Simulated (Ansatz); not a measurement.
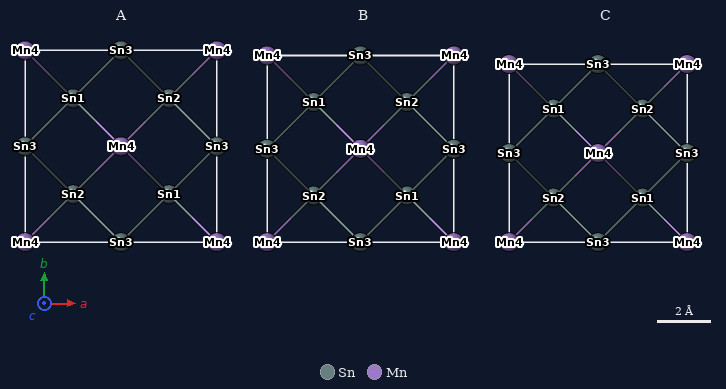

3 geometries from one relaxation of crystalline MnSn₃ (built on the BiF3 (D0 type) (coarse preliminary run), in shuffled order. A ball-and-stick model of the conventional cell (4 times the calculation's cell), seen along the c axis. Lengths and directions refer to the drawn axes.

Computed with DFT PBE, scalar-relativistic, plane waves, PAW in Ansatz. (plane-wave cutoff 420 eV; k-point mesh 6 × 6 × 6; occupations gaussian; smearing width 0.1 eV; collinear spin; cell and atoms relaxed; force threshold 0.05 eV/Å; at most 80 steps)

Put them in the order of the run, from the start to the converged end.

Answer. C, B, A. They are steps 0, 1, 4, at +0.973 eV per cell of the calculation, +0.126 eV per cell of the calculation relative to the last. The energy falls by 0.973 eV per cell of the calculation in 3 accepted moves (4 points after the start). All forces vanish by symmetry, so only the cell relaxes. Pressure: 18.76 GPa at the start and 0.26 GPa at the end. The SCF was repeated once at an unchanged geometry on a basis and grid sized afresh for the cell, which shifted the energy by 7.9 meV per cell of the calculation at most. No atom moves by more than 0.005 Å relative to the cell. Cell: a = b = c 6.788 → 7.313 Å (+7.7 %). Volume +25.0 %. Some distances before and after: Sn1–Sn3 2.939 → 3.167 Å, Sn1–Mn4 2.939 → 3.167 Å. The space group stays Fm-3m (No. 225). The run took 74 s on 1 thread of Intel(R) Xeon(R) Processor @ 2.50GHz (Skylake/Cascade Lake), with other jobs on the host, peak memory 0.48 GiB.
